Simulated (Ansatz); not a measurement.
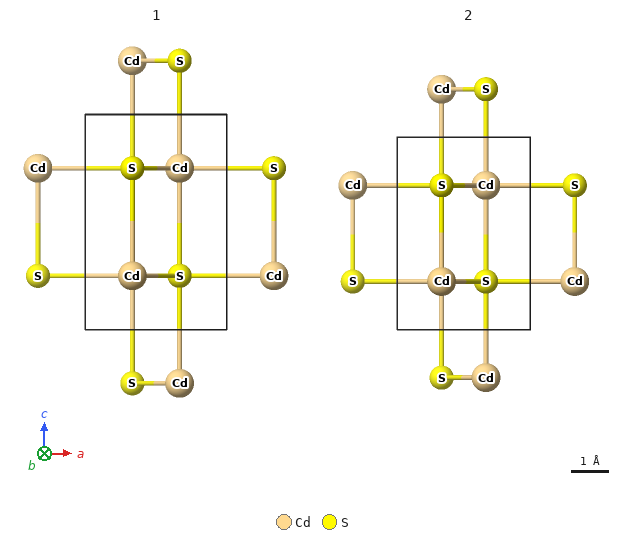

Two geometries of solid CdS (built on the h-MgO (five-fold) type), drawn at one scale. One is the start of a relaxation, the other its converged end. A ball-and-stick model of the cell of the calculation, seen along the b axis.

All numbers below come from Ansatz, DFT, PBE, plane waves, PAW. (plane-wave cutoff 420 eV; k-point mesh 6 × 6 × 4; occupations fermi dirac; smearing width 0.02 eV; no spin polarisation; cell and atoms relaxed; force threshold 0.005 eV/Å)

> Which geometry has the lower energy?

Structure 1 is the relaxed one. After 7 accepted moves (9 points after the start) the energy has fallen by 1.168 eV per cell of the calculation. All forces vanish by symmetry, so only the cell relaxes. Pressure: 22.53 GPa at the start and 0.00 GPa at the end. At 2 points the geometry stayed and the basis and grid were re-selected for the new cell (energy shift of 6.8 meV per cell of the calculation at most each time). No atom moves by more than 0.005 Å relative to the cell. Cell: a = b 4.170 → 4.432 Å (+6.3 %), c 5.213 → 5.831 Å (+11.9 %). Volume +26.4 %. Near-neighbour distances that change, for instance: Cd–S 2.606 → 2.915 Å, Cd–S 2.408 → 2.559 Å. The space group stays P6_3/mmc (No. 194). The run took of the order of 40 core-seconds on a shared host.
